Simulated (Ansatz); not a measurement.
# Run report: SiC12, geometry relaxation (part 1 of 3)

System: SiC12 (slab, 13 atoms in the cell).
Method: DFT PBE, scalar-relativistic, plane waves, PAW, PAW set soft_1, no spin polarisation (Ansatz 0.2.0).

The structure derives from a Materials Project entry. The input holds or restrains some coordinates. Forces given for the steps count only the free coordinates. Figures and captions count atoms from 1; the log counts them from 0 in places.

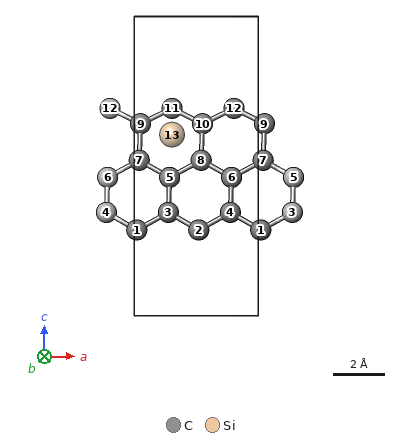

Figure 1. The structure as given in the input (ball-and-stick view of the cell of the calculation, with the vacuum cut short, along the b axis; neighbours outside the cell are drawn fainter; atoms are numbered from 1 in the order of the input). An atom can appear more than once, as a periodic image.

### Input file
```yaml
crystal:
  lattice:
    - [4.9326910638, 0.0, 0.0]
    - [-1.2331727659, 8.7858796652, 0.0]
    - [0.0, 0.0, 20.2907143276]
  atoms:
    - { symbol: C, position: [0.0197005045, 0.0788020181, 0.1971345087] }
    - { symbol: C, position: [0.5197005045, 0.0788020181, 0.1971345087] }
    - { symbol: C, position: [0.2746256306, 0.0985025226, 0.2311704171] }
    - { symbol: C, position: [0.7746256306, 0.0985025226, 0.2311704171] }
    - { symbol: C, position: [0.2844758829, 0.1379035317, 0.2992422339] }
    - { symbol: C, position: [0.7844758829, 0.1379035317, 0.2992422339] }
    - { symbol: C, position: [0.0392966974, 0.1571967136, 0.3324023517] }
    - { symbol: C, position: [0.5392966974, 0.1571967136, 0.3324023517] }
    - { symbol: C, position: [0.0496769426, 0.1987212268, 0.4035397394] }
    - { symbol: C, position: [0.5496769426, 0.1987212268, 0.4035397394] }
    - { symbol: C, position: [0.3040736089, 0.2163107297, 0.4332382875] }
    - { symbol: C, position: [0.8040736089, 0.2163107297, 0.4332382875] }
    - { symbol: Si, position: [0.3040736089, 0.7163107297, 0.3822920052] }
basis:
  ecutwfc: 420
kpoints:
  mp_grid: { grid: [6, 3, 1] }
hamiltonian:
  xc: pbe
  pseudopotentials: { kind: paw, azcp: { folder: soft_1 } }
scf:
  occupations: { method: gaussian, width: 0.1 }
output:
  forces: true
  eigenvalues: true
  write_density: true
  write_potential: true
  elf: true
  volumetric_format: npy
relax:
  adjacent_minimum: "off"
  f_tol: 0.025
  max_steps: 16
  constraints:
    - { sites: [0, 1, 2, 3, 4, 5, 6, 7, 8, 9, 10, 11] }
    - { sites: [12], fix: xy }
efield:
  axis: 3
  dipole_correction: true
  ramp_width: 0.04
```

Hardware: 4 threads of Arm Neoverse V2, 24 GiB of memory available, shared host.

Command:
```bash
ansatz run input.yaml --threads 4 --pin off --max-ram 12288MiB --backend cpu --events-out ev --progress --plain --runs-dir out
```

### What the program printed
```
Engine: ansatz 0.2.0, aarch64-unknown-linux-gnu
Pseudopotentials: kind: paw
Pseudopotential: C, paw, valence charge 4, recommended cutoff 420 eV (normal), [file]
Pseudopotential: Si, paw, valence charge 4, recommended cutoff 420 eV (normal), [file]
Functional definition: PBE
  parameter kappa = 0.804
  parameter beta = 0.06672455060314922
  exchange = pbe_x(kappa = kappa, mu = beta*pi^2/3)
  correlation = pbe_c(beta = beta)
Crystal: 13 atoms, lattice volume = 879.360 Å³
Basis set: ecut = 420 eV, 17169 PW (Γ), exchange–correlation on 72×120×288 points (8 copies of the dense FFT grid, shifted against one another)
Bands: 39, of which v1, the nominal top of the filled ones, is band 26 counted from 1 (25 counted from 0)
Symmetry: 1 space group operations
Space group: P1 (ITA 1), of the structure as read, at distance tolerance 9.6e-5 Å
k-points: 10 of 18 (time reversal used)
Non-local potential: C, projectors of the file, l = 0: 2, l = 1: 2, l = 2: 1
Non-local potential: Si, projectors of the file, l = 0: 2, l = 1: 2, l = 2: 1
PAW form: soft (Blöchl's): semilocal exchange-correlation on the pseudo side does not see the compensation charge
PAW one-centre angular grid: C, 110 points (default); XC on 64 Gauss nodes
PAW one-centre angular grid: Si, 110 points (default); XC on 64 Gauss nodes
Initial wavefunctions: pseudopotential atomic-orbital guess
Functional: x = pbe(κ = 0.804, μ = 0.2195149727645171), c = pbe(β = 0.06672455060314922)
SCF iter   1: F=—  HF=-3643.794696 eV  |F-HF|=—  |Δ(HF+E_count)|=         —  Δρ=5.12e-2  dr2=4.53e1  ethr=3.10e-3  p=0.000 e·Å  D=5.76e-8 V/Å  ΔV_dip=-0.00 eV  dr2_dipole=1.19e0  V_vac-E_F(+/−)=8.28/8.28 eV  ⟨swp⟩=8.2  Hψ=2131  notcnv=0  defer=33
efield: sawtooth ramp at fractional position 0.7952 (placed from the atoms, in the widest stretch of the axis that holds none; the zero of the levels goes with the place), width 0.0400; the density the first Hamiltonian is built on has a dipole p = 0.000 e·Å; the dipole correction subtracts the counter field D = 5.76e-8 V/Å, which shifts the + side's vacuum level by -0.00 eV against the − side's; the planar-averaged density in the ramp window peaks in size at 2.5e-7 e/Å³
preconditioner: auto → LDOS  [insulator: Δε(μ)=0.198 eV  Ē_g=11.084 eV  σ=0.100 eV  W_gap=0.84  n_scr=76 (ndim 8)  ℏωp=8.1 eV  f_vac=0.692  D(μ)=2.99/eV (n_scr^D=10)  ε∞_Penn≈1.5  β→1.0]
SCF iter   2: F=—  HF=-3736.708285 eV  |F-HF|=—  |Δ(HF+E_count)|=    9.29e1  Δρ=1.26e-1  dr2=1.11e3  ethr=3.10e-3  p=0.862 e·Å  D=1.77e-1 V/Å  ΔV_dip=-3.60 eV  dr2_dipole=5.31e1  V_vac-E_F(+/−)=6.32/9.92 eV  ⟨swp⟩=15.7  Hψ=5667  notcnv=0  defer=71  recentre
SCF iter   3: F=—  HF=-3636.286047 eV  |F-HF|=—  |Δ(HF+E_count)|=    1.00e2  Δρ=3.45e-2  dr2=2.96e1  ethr=3.10e-3  p=0.029 e·Å  D=5.97e-3 V/Å  ΔV_dip=-0.12 eV  dr2_dipole=7.23e-1  V_vac-E_F(+/−)=7.22/7.34 eV  ⟨swp⟩=9.7  Hψ=3007  notcnv=0  defer=58
SCF iter   4: F=—  HF=-3636.029027 eV  |F-HF|=—  |Δ(HF+E_count)|=   2.57e-1  Δρ=4.90e-2  dr2=1.11e2  ethr=3.10e-3  p=0.243 e·Å  D=4.99e-2 V/Å  ΔV_dip=-1.01 eV  dr2_dipole=6.32e0  V_vac-E_F(+/−)=5.41/6.42 eV  ⟨swp⟩=3.7  Hψ=883  notcnv=0  defer=71  recentre
SCF iter   5: F=—  HF=-3631.076399 eV  |F-HF|=—  |Δ(HF+E_count)|=    4.95e0  Δρ=4.10e-2  dr2=7.99e1  ethr=3.10e-3  p=0.171 e·Å  D=3.52e-2 V/Å  ΔV_dip=-0.71 eV  dr2_dipole=6.36e0  V_vac-E_F(+/−)=5.92/6.64 eV  ⟨swp⟩=4.8  Hψ=686  notcnv=0  defer=60
SCF iter   6: F=—  HF=-3632.777918 eV  |F-HF|=—  |Δ(HF+E_count)|=    1.70e0  Δρ=4.67e-2  dr2=1.05e2  ethr=3.10e-3  p=0.203 e·Å  D=4.17e-2 V/Å  ΔV_dip=-0.85 eV  dr2_dipole=6.54e0  V_vac-E_F(+/−)=5.70/6.54 eV  ⟨swp⟩=5.4  Hψ=954  notcnv=0  defer=53
SCF iter   7: F=—  HF=-3630.203178 eV  |F-HF|=—  |Δ(HF+E_count)|=    2.57e0  Δρ=1.77e-2  dr2=1.50e1  ethr=3.10e-3  p=0.155 e·Å  D=3.20e-2 V/Å  ΔV_dip=-0.65 eV  dr2_dipole=4.47e-2  V_vac-E_F(+/−)=5.13/5.78 eV  ⟨swp⟩=4.3  Hψ=663  notcnv=0  defer=54
SCF iter   8: F=—  HF=-3629.864478 eV  |F-HF|=—  |Δ(HF+E_count)|=   3.39e-1  Δρ=2.43e-2  dr2=2.78e1  ethr=3.10e-3  p=0.237 e·Å  D=4.87e-2 V/Å  ΔV_dip=-0.99 eV  dr2_dipole=5.41e0  V_vac-E_F(+/−)=5.21/6.19 eV  ⟨swp⟩=6.0  Hψ=786  notcnv=0  defer=47
SCF iter   9: F=—  HF=-3630.228873 eV  |F-HF|=—  |Δ(HF+E_count)|=   3.64e-1  Δρ=3.11e-2  dr2=4.57e1  ethr=3.10e-3  p=0.249 e·Å  D=5.13e-2 V/Å  ΔV_dip=-1.04 eV  dr2_dipole=5.50e0  V_vac-E_F(+/−)=5.22/6.26 eV  ⟨swp⟩=1.3  Hψ=372  notcnv=0  defer=46
SCF iter  10: F=—  HF=-3629.915906 eV  |F-HF|=—  |Δ(HF+E_count)|=   3.13e-1  Δρ=2.53e-2  dr2=3.12e1  ethr=3.10e-3  p=0.222 e·Å  D=4.57e-2 V/Å  ΔV_dip=-0.93 eV  dr2_dipole=4.42e0  V_vac-E_F(+/−)=5.30/6.22 eV  ⟨swp⟩=1.5  Hψ=452  notcnv=0  defer=46
SCF iter  11: F=—  HF=-3629.652829 eV  |F-HF|=—  |Δ(HF+E_count)|=   2.63e-1  Δρ=1.55e-2  dr2=1.20e1  ethr=3.10e-3  p=0.191 e·Å  D=3.94e-2 V/Å  ΔV_dip=-0.80 eV  dr2_dipole=1.46e0  V_vac-E_F(+/−)=5.37/6.17 eV  ⟨swp⟩=1.4  Hψ=349  notcnv=0  defer=46
SCF iter  12: F=—  HF=-3629.511341 eV  |F-HF|=—  |Δ(HF+E_count)|=   1.41e-1  Δρ=6.43e-3  dr2=1.28e0  ethr=3.10e-3  p=0.181 e·Å  D=3.72e-2 V/Å  ΔV_dip=-0.75 eV  dr2_dipole=1.51e-1  V_vac-E_F(+/−)=5.30/6.05 eV  ⟨swp⟩=1.7  Hψ=378  notcnv=0  defer=46
SCF iter  13: F=—  HF=-3629.513995 eV  |F-HF|=—  |Δ(HF+E_count)|=   2.65e-3  Δρ=8.58e-3  dr2=2.99e0  ethr=2.46e-3  p=0.182 e·Å  D=3.74e-2 V/Å  ΔV_dip=-0.76 eV  dr2_dipole=7.14e-1  V_vac-E_F(+/−)=5.33/6.09 eV  ⟨swp⟩=1.3  Hψ=451  notcnv=0  defer=46  recentre
SCF iter  14: F=—  HF=-3629.506797 eV  |F-HF|=—  |Δ(HF+E_count)|=   7.20e-3  Δρ=7.89e-3  dr2=2.46e0  ethr=2.46e-3  p=0.178 e·Å  D=3.66e-2 V/Å  ΔV_dip=-0.74 eV  dr2_dipole=5.88e-1  V_vac-E_F(+/−)=5.35/6.09 eV  ⟨swp⟩=1.0  Hψ=344  notcnv=0  defer=46
SCF iter  15: F=—  HF=-3629.530251 eV  |F-HF|=—  |Δ(HF+E_count)|=   2.35e-2  Δρ=9.18e-3  dr2=2.52e0  ethr=2.46e-3  p=0.139 e·Å  D=2.86e-2 V/Å  ΔV_dip=-0.58 eV  dr2_dipole=4.24e-3  V_vac-E_F(+/−)=5.56/6.14 eV  ⟨swp⟩=2.6  Hψ=370  notcnv=0  defer=46
SCF iter  16: F=—  HF=-3629.483272 eV  |F-HF|=—  |Δ(HF+E_count)|=   4.70e-2  Δρ=2.34e-3  dr2=1.90e-1  ethr=2.46e-3  p=0.166 e·Å  D=3.41e-2 V/Å  ΔV_dip=-0.69 eV  dr2_dipole=2.45e-2  V_vac-E_F(+/−)=5.40/6.09 eV  ⟨swp⟩=2.1  Hψ=455  notcnv=0  defer=46
SCF iter  17: F=—  HF=-3629.480487 eV  |F-HF|=—  |Δ(HF+E_count)|=   2.79e-3  Δρ=1.24e-3  dr2=4.11e-2  ethr=3.65e-4  p=0.170 e·Å  D=3.49e-2 V/Å  ΔV_dip=-0.71 eV  dr2_dipole=8.06e-3  V_vac-E_F(+/−)=5.40/6.11 eV  ⟨swp⟩=1.8  Hψ=388  notcnv=0  defer=47
SCF iter  18: F=—  HF=-3629.480100 eV  |F-HF|=—  |Δ(HF+E_count)|=   3.86e-4  Δρ=6.05e-4  dr2=1.05e-2  ethr=7.90e-5  p=0.172 e·Å  D=3.54e-2 V/Å  ΔV_dip=-0.72 eV  dr2_dipole=1.70e-3  V_vac-E_F(+/−)=5.40/6.11 eV  ⟨swp⟩=2.1  Hψ=380  notcnv=0  defer=46
SCF iter  19: F=—  HF=-3629.479813 eV  |F-HF|=—  |Δ(HF+E_count)|=   2.87e-4  Δρ=3.49e-4  dr2=2.20e-3  ethr=2.02e-5  p=0.174 e·Å  D=3.57e-2 V/Å  ΔV_dip=-0.72 eV  dr2_dipole=1.87e-4  V_vac-E_F(+/−)=5.39/6.12 eV  ⟨swp⟩=1.4  Hψ=361  notcnv=0  defer=46
SCF iter  20: F=—  HF=-3629.479678 eV  |F-HF|=—  |Δ(HF+E_count)|=   1.36e-4  Δρ=1.96e-4  dr2=5.26e-4  ethr=4.23e-6  p=0.173 e·Å  D=3.57e-2 V/Å  ΔV_dip=-0.72 eV  dr2_dipole=2.87e-5  V_vac-E_F(+/−)=5.40/6.12 eV  ⟨swp⟩=2.5  Hψ=556  notcnv=0  defer=46
SCF iter  21: F=—  HF=-3629.479679 eV  |F-HF|=—  |Δ(HF+E_count)|=   1.27e-6  Δρ=6.85e-5  dr2=8.28e-5  ethr=1.01e-6  p=0.172 e·Å  D=3.55e-2 V/Å  ΔV_dip=-0.72 eV  dr2_dipole=1.16e-5  V_vac-E_F(+/−)=5.40/6.12 eV  ⟨swp⟩=2.9  Hψ=611  notcnv=0  defer=46
SCF iter  22: F=—  HF=-3629.479685 eV  |F-HF|=—  |Δ(HF+E_count)|=   6.08e-6  Δρ=2.80e-5  dr2=2.21e-5  ethr=1.59e-7  p=0.172 e·Å  D=3.54e-2 V/Å  ΔV_dip=-0.72 eV  dr2_dipole=8.38e-8  V_vac-E_F(+/−)=5.40/6.12 eV  ⟨swp⟩=1.0  Hψ=349  notcnv=0  defer=46
SCF iter  23: F=-3629.479689 eV  HF=-3629.479688 eV  |F-HF|=6.80e-7  |Δ(HF+E_count)|=   3.10e-6  Δρ=1.39e-5  dr2=4.15e-6  ethr=3.00e-8  p=0.172 e·Å  D=3.54e-2 V/Å  ΔV_dip=-0.72 eV  dr2_dipole=1.95e-8  V_vac-E_F(+/−)=5.41/6.12 eV  ⟨swp⟩=34.1  Hψ=5081  notcnv=0
SCF 1 converged in 23 iterations: F = -3629.479689 eV  dr2 = 4.15e-6
  greatest PAW one-centre occupation: 0.762 electrons in one spin orbital (limit 2), on the Si atom at site 12 (counted from 0), in its partial waves of l = 0
relax step   1: F+E_penalty+E_count = -3629.47968871 eV  Δ(F+E_penalty+E_count) = +0.000e0 eV  max|allowed force component| = 3.035e-2 eV/Å  Δτ_max = 0.0000 Å  (23 SCF iters, dr2 threshold 1.56e-5 eV, accepted)
Initial density: handed on by an earlier stage of this run
Initial wavefunctions: those handed on with the density
iter 1 solved again at ethr=1.05e-6 eV; its pass at ethr=3.10e-3 eV (dr2=5.44e-4 eV) is discarded
SCF iter   1: F=—  HF=-3629.481184 eV  |F-HF|=—  |Δ(HF+E_count)|=         —  Δρ=1.93e-4  dr2=5.17e-4  ethr=1.05e-6  p=0.172 e·Å  D=3.54e-2 V/Å  ΔV_dip=-0.72 eV  dr2_dipole=1.85e-5  V_vac-E_F(+/−)=5.41/6.12 eV  ⟨swp⟩=2.3  Hψ=1175  notcnv=0  defer=37
efield: sawtooth ramp at fractional position 0.7952 (handed on by an earlier solve), width 0.0400; the density the first Hamiltonian is built on has a dipole p = 0.172 e·Å; the dipole correction subtracts the counter field D = 3.54e-2 V/Å, which shifts the + side's vacuum level by -0.72 eV against the − side's; the planar-averaged density in the ramp window peaks in size at 3.7e-7 e/Å³
preconditioner: auto → LDOS  [metal: Δε(μ)=0.009 eV  Ē_g=10.002 eV  σ=0.100 eV  W_gap=0.05  n_scr=76 (ndim 8)  ℏωp=8.6 eV  f_vac=0.709  D(μ)=25.15/eV (n_scr^D=174)  β→1.0]
SCF iter   2: F=—  HF=-3629.481256 eV  |F-HF|=—  |Δ(HF+E_count)|=   7.29e-5  Δρ=6.72e-5  dr2=1.33e-4  ethr=9.94e-7  p=0.173 e·Å  D=3.56e-2 V/Å  ΔV_dip=-0.72 eV  dr2_dipole=1.16e-5  V_vac-E_F(+/−)=5.40/6.12 eV  ⟨swp⟩=2.0  Hψ=496  notcnv=0  defer=37
SCF iter   3: F=—  HF=-3629.481256 eV  |F-HF|=—  |Δ(HF+E_count)|=   2.23e-7  Δρ=5.77e-5  dr2=4.75e-5  ethr=2.56e-7  p=0.174 e·Å  D=3.57e-2 V/Å  ΔV_dip=-0.72 eV  dr2_dipole=1.38e-6  V_vac-E_F(+/−)=5.40/6.13 eV  ⟨swp⟩=2.0  Hψ=493  notcnv=0  defer=37
SCF iter   4: F=—  HF=-3629.481311 eV  |F-HF|=—  |Δ(HF+E_count)|=   5.44e-5  Δρ=2.46e-5  dr2=8.88e-6  ethr=9.13e-8  p=0.174 e·Å  D=3.58e-2 V/Å  ΔV_dip=-0.73 eV  dr2_dipole=2.33e-8  V_vac-E_F(+/−)=5.40/6.13 eV  ⟨swp⟩=2.0  Hψ=388  notcnv=0  defer=37
SCF iter   5: F=—  HF=-3629.481312 eV  |F-HF|=—  |Δ(HF+E_count)|=   1.31e-6  Δρ=1.47e-5  dr2=4.69e-6  ethr=1.71e-8  p=0.174 e·Å  D=3.58e-2 V/Å  ΔV_dip=-0.73 eV  dr2_dipole=1.46e-7  V_vac-E_F(+/−)=5.40/6.13 eV  ⟨swp⟩=2.0  Hψ=358  notcnv=0  defer=37
SCF iter   6: F=—  HF=-3629.481312 eV  |F-HF|=—  |Δ(HF+E_count)|=   4.43e-7  Δρ=9.46e-6  dr2=1.94e-6  ethr=9.02e-9  p=0.174 e·Å  D=3.59e-2 V/Å  ΔV_dip=-0.73 eV  dr2_dipole=1.35e-7  V_vac-E_F(+/−)=5.40/6.13 eV  ⟨swp⟩=1.4  Hψ=351  notcnv=0  defer=37
SCF iter   7: F=—  HF=-3629.481313 eV  |F-HF|=—  |Δ(HF+E_count)|=   4.58e-7  Δρ=4.62e-6  dr2=5.02e-7  ethr=3.73e-9  p=0.175 e·Å  D=3.60e-2 V/Å  ΔV_dip=-0.73 eV  dr2_dipole=5.97e-8  V_vac-E_F(+/−)=5.40/6.13 eV  ⟨swp⟩=1.6  Hψ=353  notcnv=0  defer=37
SCF iter   8: F=-3629.481313 eV  HF=-3629.481313 eV  |F-HF|=2.53e-7  |Δ(HF+E_count)|=  8.33e-10  Δρ=1.48e-6  dr2=2.72e-8  ethr=1.92e-10  p=0.175 e·Å  D=3.60e-2 V/Å  ΔV_dip=-0.73 eV  dr2_dipole=2.41e-9  V_vac-E_F(+/−)=5.40/6.13 eV  ⟨swp⟩=19.8  Hψ=3337  notcnv=0
SCF 2 converged in 8 iterations: F = -3629.481313 eV  dr2 = 2.72e-8
relax step   2: F+E_penalty+E_count = -3629.48131305 eV  Δ(F+E_penalty+E_count) = -1.624e-3 eV  max|allowed force component| = 3.246e-2 eV/Å  Δτ_max = 0.0516 Å  (8 SCF iters, accepted)
[... from here on the SCF iterations and repeated set-up lines of each step are left out, up to the last step ...]
SCF 3 converged in 10 iterations: F = -3629.488366 eV  dr2 = 9.65e-8
relax step   3: F+E_penalty+E_count = -3629.48836627 eV  Δ(F+E_penalty+E_count) = -7.053e-3 eV  max|allowed force component| = 3.957e-2 eV/Å  Δτ_max = 0.1950 Å  (10 SCF iters, accepted)
SCF 4 converged in 8 iterations: F = -3629.496626 eV  dr2 = 6.58e-7
relax step   4: F+E_penalty+E_count = -3629.49662573 eV  Δ(F+E_penalty+E_count) = -8.259e-3 eV  max|allowed force component| = 4.476e-2 eV/Å  Δτ_max = 0.1950 Å  (8 SCF iters, dr2 threshold 1.57e-6 eV, accepted)
SCF 5 converged in 8 iterations: F = -3629.505660 eV  dr2 = 7.50e-7
relax step   5: F+E_penalty+E_count = -3629.50566020 eV  Δ(F+E_penalty+E_count) = -9.034e-3 eV  max|allowed force component| = 4.745e-2 eV/Å  Δτ_max = 0.1950 Å  (8 SCF iters, dr2 threshold 2.00e-6 eV, accepted)
SCF 6 converged in 8 iterations: F = -3629.514941 eV  dr2 = 9.24e-7
```
